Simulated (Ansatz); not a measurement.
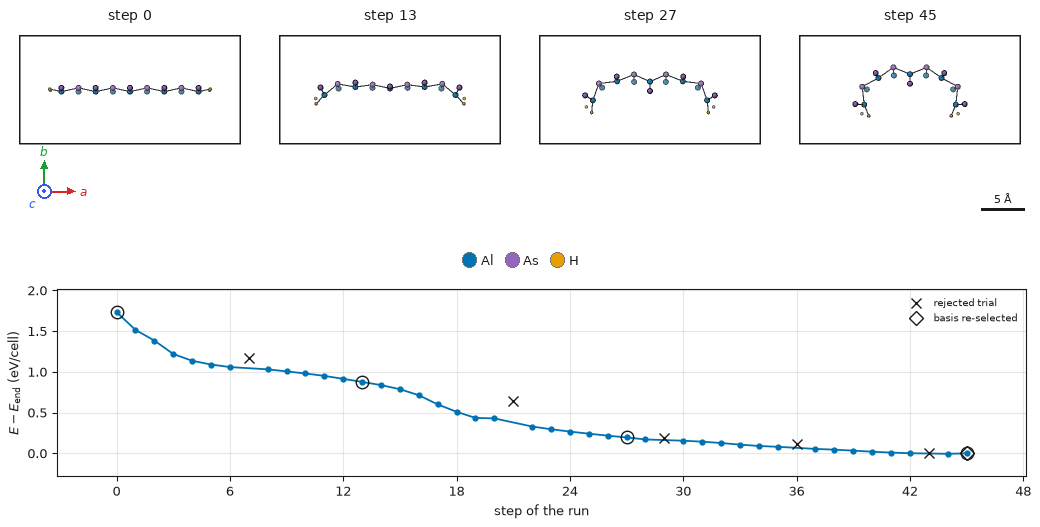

Frames of a relaxation of a wire of composition Al9As9H4, marked on the history of the run. A ball-and-stick model of the cell of the calculation, with the vacuum cut short (origin shifted), seen along the c axis.

Case: armchair ribbon, 9 formula units a period, edges capped with H.

Theory: Ansatz, DFT PBE, scalar-relativistic, plane waves, PAW. (plane-wave cutoff 420 eV; k-point mesh 1 × 1 × 5; occupations gaussian; smearing width 0.05 eV; no spin polarisation; cell relaxed at fixed a, b, alpha, beta, gamma; force threshold 0.02 eV/Å; at most 45 steps)

Q: Describe the path.

A: After 39 accepted moves (45 points after the start) the energy has fallen by 1.735 eV per cell of the calculation. The largest force component goes from 0.34 to 0.016 eV/Å. The line search rejected the trial steps at points 7, 21, 29, 36, 43 of the run. At 1 point the geometry stayed and the basis and grid were re-selected for the new cell (energy shift of 4.7 meV per cell of the calculation at most each time). The largest moves relative to the centre of the atoms, 5.58 Å, are those of H atoms. By element the largest moves are H 5.58 Å, Al 3.11 Å, As 2.52 Å. Along the periodic axis the drawn cell goes c 7.029 → 6.650 Å (−5.4 %). Near-neighbour distances that change, for instance: Al–As 2.384 → 2.439 Å, Al–As 2.384 → 2.417 Å, As–H 1.520 → 1.534 Å, Al–H 1.600 → 1.595 Å. Among the angles between lasting bonds that change: Al–As–H 116.7° → 93.0°, Al–As–Al 116.7° → 95.8°, Al–As–Al 116.7° → 96.8°. From step 0 to 13: H atoms move most (1.90 Å), energy −0.858 eV per cell of the calculation. From step 13 to 27: H atoms move most (2.11 Å), energy −0.681 eV per cell of the calculation. From step 27 to 45: H atoms move most (2.06 Å), energy −0.196 eV per cell of the calculation.
